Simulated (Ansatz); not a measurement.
Consider O.

The calculation's input:

```
crystal:
  lattice:
    - [-1.7349724474, 1.7349724474, 1.4531516236]
    - [1.7349724474, -1.7349724474, 1.4531516236]
    - [1.7349724474, 1.7349724474, -1.4531516236]
  atoms:
    - { symbol: O, position: [0.0, 0.0, 0.0] }
    - { symbol: O, position: [0.75, 0.25, 0.5] }
basis:
  ecutwfc: 420
kpoints:
  mp_grid: { grid: [24, 24, 24] }
hamiltonian:
  xc: pbe
scf:
  occupations: { method: gaussian, width: 0.1 }
output:
  forces: true
  stress: true
  eigenvalues: true
  write_density: true
  write_potential: true
  elf: true
  volumetric_format: npy
relax:
  adjacent_minimum: "off"
  f_tol: 0.01
  max_steps: 80
  cell: { stress_tol: 0.05 }
```

Launched as:

```sh
ansatz run input.yaml --threads 1 --pin off --max-ram 2560MiB --backend cpu --events-out ev --progress --plain --runs-dir out
```

Below, planes, directions and counts refer to the conventional cell (a = 3.47 Å, b = 3.47 Å, c = 2.91 Å, α = 90.00°, β = 90.00°, γ = 90.00°).

The fields are those of the relaxed geometry.

Space group I4₁/amd; a structure generated by program, which may or may not match a known phase.

These are results of Ansatz, DFT PBE, scalar-relativistic, plane waves, PAW, not measurements.

> What will maps of the valence pseudo-density and electron localisation function show?

O–O (1.88 Å): ρ is about 0.63 e/Å³ halfway; the ELF peaks at about 0.80 in the valence shell of O, 0.5 Å from its nucleus, and drops to about 0.30 between the two atoms.

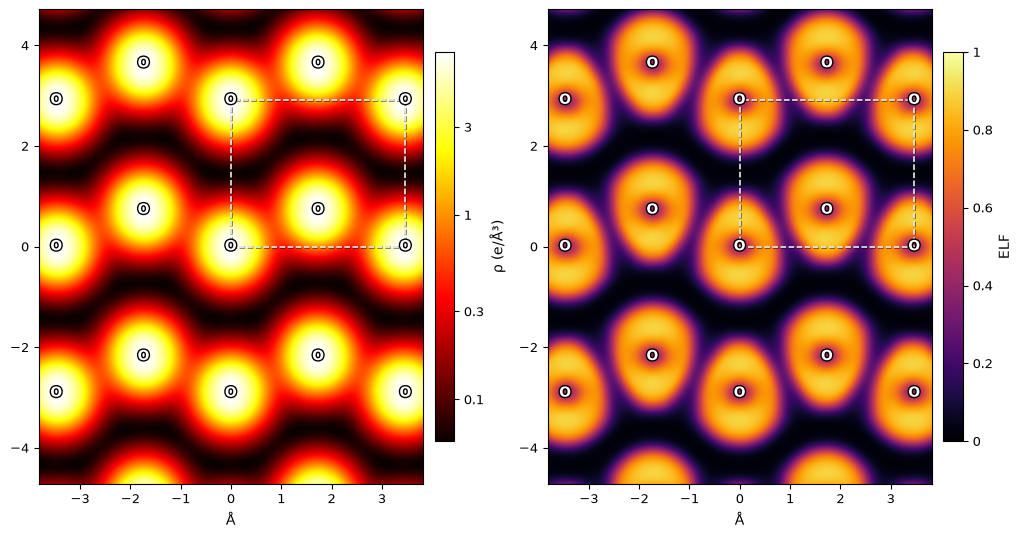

Computed valence pseudo-density and electron localisation function on the (100) plane of the conventional cell, in this order. 

In a PAW calculation such maps are meaningful between the atoms, not at the nuclei.
